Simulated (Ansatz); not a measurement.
Si28C27 (cell with a defect)

Si28C27 (cell with a defect), 55 atoms, a = 8.19 Å, b = 8.19 Å, c = 10.13 Å, α = 90.00°, β = 90.00°, γ = 120.00°.

The calculation used DFT PBE, scalar-relativistic, plane waves, PAW (Ansatz 0.2.0).

Core electrons are frozen (PAW), and the valence fields are smoothed inside the atomic spheres.

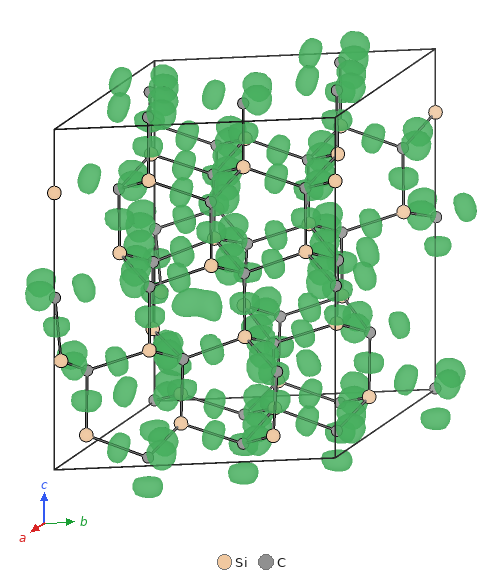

Figure 1. Isosurface of the ELF at 0.85 (green), seen slightly off an axis. Core shells and regions of very low density are left out. Sticks mark near contacts.

Identify the bonds, lone pairs and shells in this picture.

Answer. The ELF exceeds this value in 108 regions between bonded C–Si atoms (shared pairs) and two pockets between the atoms, centred on no nucleus (multi-centre or interstitial), counted in one cell of 55 atoms. Any copies at cell faces, edges or corners count once. Along the contacts the grid gives the following. Si–C (1.87 Å): the ELF peaks at about 0.95 between the atoms: a covalent bond. Si–C (1.91 Å): the ELF peaks at about 0.95 between the atoms (a covalent bond).

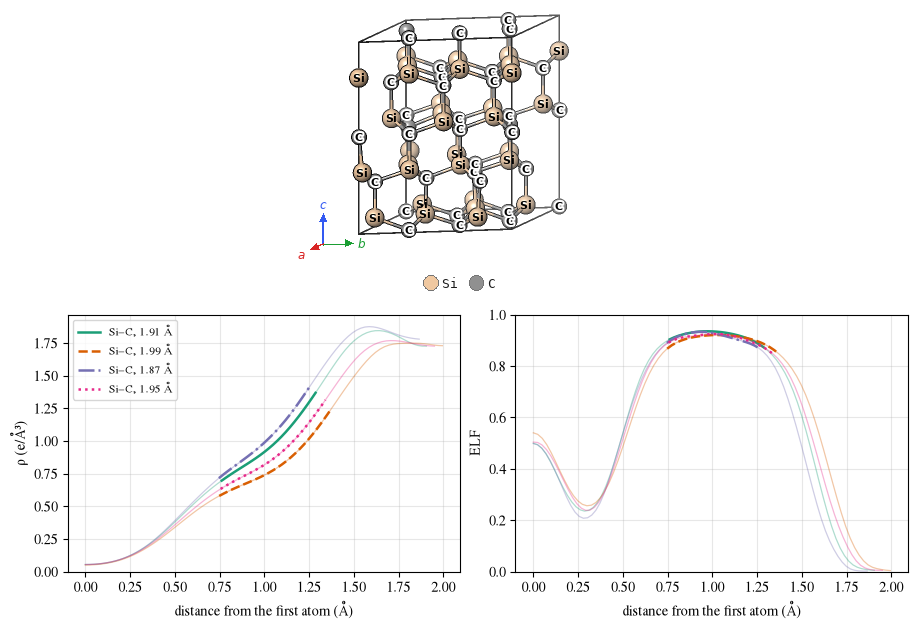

Figure 2. Valence charge density (pseudo) and electron localisation function along straight lines between neighbouring atoms. Thin, pale parts lie inside the atomic spheres. The structure is drawn too.

What can be read from the curves?

Answer. Si–C (1.91 Å): the density is about 0.87 e/Å³ at the midpoint; the ELF peaks at about 0.95 between the atoms: localised, covalent bonding.
Si–C (1.99 Å): ρ at the midpoint is about 0.74 e/Å³; the ELF peaks at about 0.90 between the atoms, as expected for a shared electron pair.
Si–C (1.87 Å): ρ is about 0.91 e/Å³ halfway; the ELF peaks at about 0.95 between the atoms, as expected for a shared electron pair.
Si–C (1.95 Å): the density is about 0.8 e/Å³ at the midpoint; the ELF peaks at about 0.90 between the atoms; a covalent bond.

Does the calculation give a band gap?

Answer. It is gapped, with a Kohn–Sham gap of 0.81 eV on the k-point mesh, an upper bound to the gap of this method.
